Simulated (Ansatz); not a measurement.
Consider Al (slab).

Input file:

```
crystal:
  lattice:
    - [8.5732246061, 0.0, 0.0]
    - [-4.2866123031, 7.4246303012, 0.0]
    - [0.0, 0.0, 19.0000085784]
  atoms:
    - { symbol: Al, position: [0.0, 0.0, 0.0789473328] }
    - { symbol: Al, position: [0.1111111111, 0.2222222222, 0.2017544454] }
    - { symbol: Al, position: [0.2222222222, 0.1111111111, 0.324561558] }
    - { symbol: Al, position: [1.0, 0.3333333333, 0.0789473328] }
    - { symbol: Al, position: [0.1111111111, 0.5555555556, 0.2017544454] }
    - { symbol: Al, position: [0.2222222222, 0.4444444444, 0.324561558] }
    - { symbol: Al, position: [1.0, 0.6666666667, 0.0789473328] }
    - { symbol: Al, position: [0.1111111111, 0.8888888889, 0.2017544454] }
    - { symbol: Al, position: [0.2222222222, 0.7777777778, 0.324561558] }
    - { symbol: Al, position: [0.3333333333, 1.0, 0.0789473328] }
    - { symbol: Al, position: [0.4444444444, 0.2222222222, 0.2017544454] }
    - { symbol: Al, position: [0.5555555556, 0.1111111111, 0.324561558] }
    - { symbol: Al, position: [0.3333333333, 0.3333333333, 0.0789473328] }
    - { symbol: Al, position: [0.4444444444, 0.5555555556, 0.2017544454] }
    - { symbol: Al, position: [0.5555555556, 0.4444444444, 0.324561558] }
    - { symbol: Al, position: [0.3333333333, 0.6666666667, 0.0789473328] }
    - { symbol: Al, position: [0.4444444444, 0.8888888889, 0.2017544454] }
    - { symbol: Al, position: [0.5555555556, 0.7777777778, 0.324561558] }
    - { symbol: Al, position: [0.6666666667, 1.0, 0.0789473328] }
    - { symbol: Al, position: [0.7777777778, 0.2222222222, 0.2017544454] }
    - { symbol: Al, position: [0.8888888889, 0.1111111111, 0.324561558] }
    - { symbol: Al, position: [0.6666666667, 0.3333333333, 0.0789473328] }
    - { symbol: Al, position: [0.7777777778, 0.5555555556, 0.2017544454] }
    - { symbol: Al, position: [0.8888888889, 0.4444444444, 0.324561558] }
    - { symbol: Al, position: [0.6666666667, 0.6666666667, 0.0789473328] }
    - { symbol: Al, position: [0.7777777778, 0.8888888889, 0.2017544454] }
    - { symbol: Al, position: [0.8888888889, 0.7777777778, 0.324561558] }
    - { symbol: Al, position: [0.0, 0.0, 0.4473686706] }
    - { symbol: Al, position: [0.6666666667, 0.0, 0.4473686706] }
    - { symbol: Al, position: [0.3333333333, 0.0, 0.4473686706] }
    - { symbol: Al, position: [0.6666666667, 0.6666666667, 0.4473686706] }
basis:
  ecutwfc: 420
kpoints:
  mp_grid: { grid: [4, 4, 1] }
hamiltonian:
  xc: pbe
scf:
  occupations: { method: gaussian, width: 0.1 }
output:
  forces: true
  eigenvalues: true
  populations: true
  write_density: true
  write_potential: true
  elf: true
  volumetric_format: npy
relax:
  adjacent_minimum: "off"
  f_tol: 0.02
  max_steps: 45
  constraints: [{ sites: [0, 3, 6, 9, 12, 15, 18, 21, 24] }]
efield:
  axis: 3
  dipole_correction: true
  ramp_width: 0.04
```

Run with:

```sh
ansatz run input.yaml --threads 4 --pin off --max-ram 12288MiB --backend cpu --events-out ev --progress --plain --runs-dir out
```

The fields are those of the relaxed geometry.

Computed without spin polarisation.

All numbers below come from DFT PBE, scalar-relativistic, plane waves, PAW (Ansatz 0.2.0).

What will maps of the valence pseudo-density and electron localisation function show?

Answer. Al–Al (2.76 Å): ρ is about 0.22 e/Å³ halfway; the ELF peaks at about 0.70 between the atoms.
Al–Al (2.81 Å): ρ at the midpoint is about 0.21 e/Å³; the ELF peaks at about 0.65 between the atoms.
Al–Al (2.84 Å): the density is about 0.21 e/Å³ at the midpoint; the ELF peaks at about 0.65 between the atoms.

Does the calculation make it a metal, or give it a gap?

Answer. It is gapless in this calculation (a metal or semimetal).

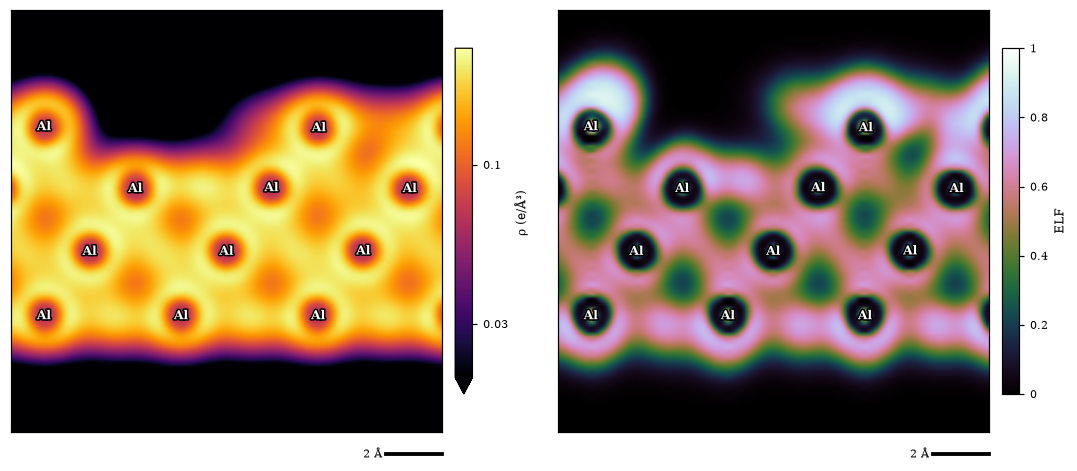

Computed valence pseudo-density and electron localisation function on the (110) plane of the calculation cell, a cut from vacuum to vacuum, in this order. 

Core electrons are frozen (PAW), and the valence fields are smoothed inside the atomic spheres.
